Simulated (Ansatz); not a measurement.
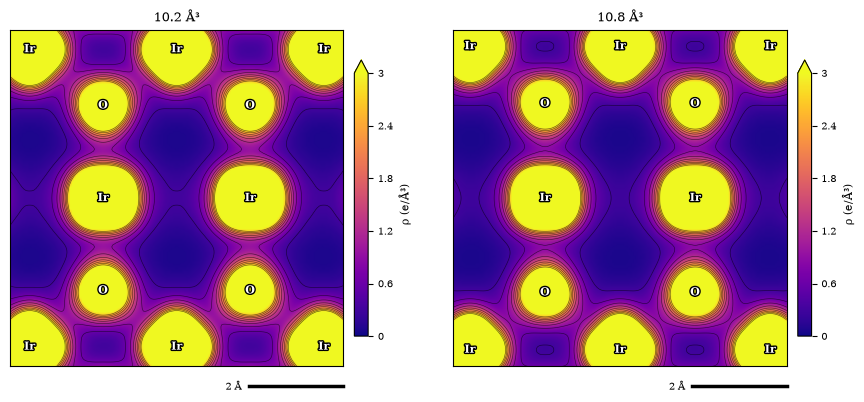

IrO₂. The valence charge density (pseudo) of cells scaled evenly to different volumes (given per atom above each panel), on the (110) plane of each (indices in the axes of the cell below), at one length scale and on one colour scale.

Computed without spin polarisation.

Method: Ansatz 0.2.0, DFT, PBEsol, PAW with Ansatz's default frozen-core files, scalar-relativistic.

Core electrons are frozen (PAW), and the valence fields are smoothed inside the atomic spheres.

The largest cell:

```yaml
crystal:
  lattice:
    - [4.52880, 0.00000, 0.00000]
    - [0.00000, 4.52880, 0.00000]
    - [0.00000, 0.00000, 3.16684]
  atoms:
    - { symbol: Ir, position: [0.00000, 0.00000, 0.00000] }
    - { symbol: Ir, position: [0.50000, 0.50000, 0.50000] }
    - { symbol: O, position: [0.31100, 0.31100, 0.00000] }
    - { symbol: O, position: [0.18900, 0.81100, 0.50000] }
    - { symbol: O, position: [0.68900, 0.68900, 0.00000] }
    - { symbol: O, position: [0.81100, 0.18900, 0.50000] }
```

| volume (Å³/atom) | Ir–O contact in the plane (Å) | ρ at its midpoint (e/Å³) | pressure (GPa) | 
| --- | --- | --- | --- |
| 10.19 | 1.953 | 0.987 | 11.4 | 
| 10.51 | 1.973 | ? | ? | 
| 10.83 | 1.993 | 0.899 | −7.5 | 

> Estimate the missing row, and compare with the calculation.

Over the known rows ln ρ falls by 2.33 per Å of Ir–O distance (the line through the two), which gives 0.942 e/Å³ at 1.973 Å; the calculation gives 0.941 e/Å³. For the pressure, a straight line in volume between the neighbouring rows gives 2.0 GPa; the calculation gives 1.1, lower because pressure rises ever faster on compression.
